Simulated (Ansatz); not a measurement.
Input of the run:

```
crystal:
  lattice:
    - [2.360918, 4.089227, 0.0]
    - [-2.360918, 4.089227, 0.0]
    - [0.0, -2.726151, 4.182504]
  atoms:
    - { symbol: Hf, position: [0.0, 0.0, 0.0] }
    - { symbol: Hf, position: [0.5, 0.5, 0.5] }
    - { symbol: H, position: [0.878, 0.622, 0.75] }
    - { symbol: H, position: [0.25, 0.878, 0.75] }
    - { symbol: H, position: [0.622, 0.25, 0.75] }
    - { symbol: H, position: [0.122, 0.378, 0.25] }
    - { symbol: H, position: [0.75, 0.122, 0.25] }
    - { symbol: H, position: [0.378, 0.75, 0.25] }
  symmetry: { tolerance: 0.0003 }
kpoints:
  mp_grid: { grid: [8, 8, 8], shift: [0, 0, 0] }
  band_path:
    path:
      - [0.0, 0.0, 0.0]
      - [0.0, 0.0, 0.5]
      - [0.26252632, -0.26252632, 0.5]
      - [0.26252632, -0.47494735, 0.23747368]
      - [0.5, 0.0, 0.0]
      - [0.0, 0.0, 0.0]
      - [0.36873684, -0.36873684, 0.0]
      - [0.26252632, -0.36873684, 0.36873684]
      - [0.0, -0.5, 0.5]
      - [0.0, 0.0, 0.0]
    npoints: 6
magnetization:
  spin_polarized: false
scf:
  occupations: { method: gaussian, width: 0.0868 }
  lower_state_search: "off"
  max_iter: 200
hamiltonian:
  pseudopotentials: { kind: paw }
  xc: pbesol
basis:
  ecutwfc: 420
  fft_grid_basis: typed
output:
  forces: true
  stress: true
  eigenvalues: true
  bader: true
  populations: true
  elf: true
  write_potential: true
  volumetric_format: npy
  dos:
    e_range: [-12, 8]
    de: 0.05
    projected: { site_lists: { H: [H], Hf: [Hf] } }
checkpoint:
  read: saved_state
```

Predict the main features of the density of states.

It is a metal. The density of states at the Fermi level is about 2.3 per eV and cell (mean within 0.25 eV), or 0.28 per atom. By projected weight, the states within 0.3 eV of the Fermi level are Hf almost alone. The tallest peak in the window is at 1.6 eV; by projected weight it is Hf almost alone.

The structure was built from a prototype or by substitution, so it need not be a known phase. The atoms aren't at rest in this cell (largest force 0.8 eV/Å), so the relaxed material can differ. The cell is at 13 GPa in this functional. Spin-orbit coupling is left out, which matters for Hf.

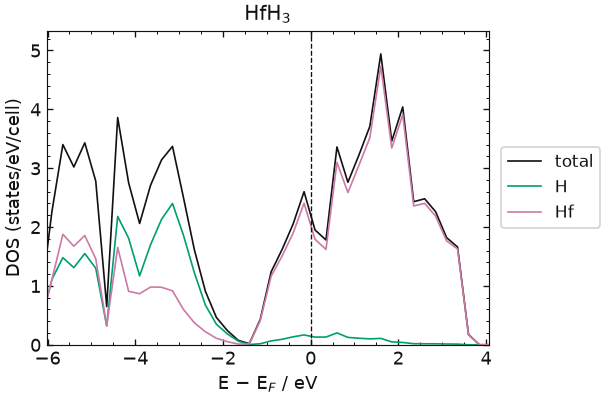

Density of states. Energies are counted from the Fermi level. The partial curves are projected on Löwdin-orthogonalised atomic shells.

Source: calculation with Ansatz.
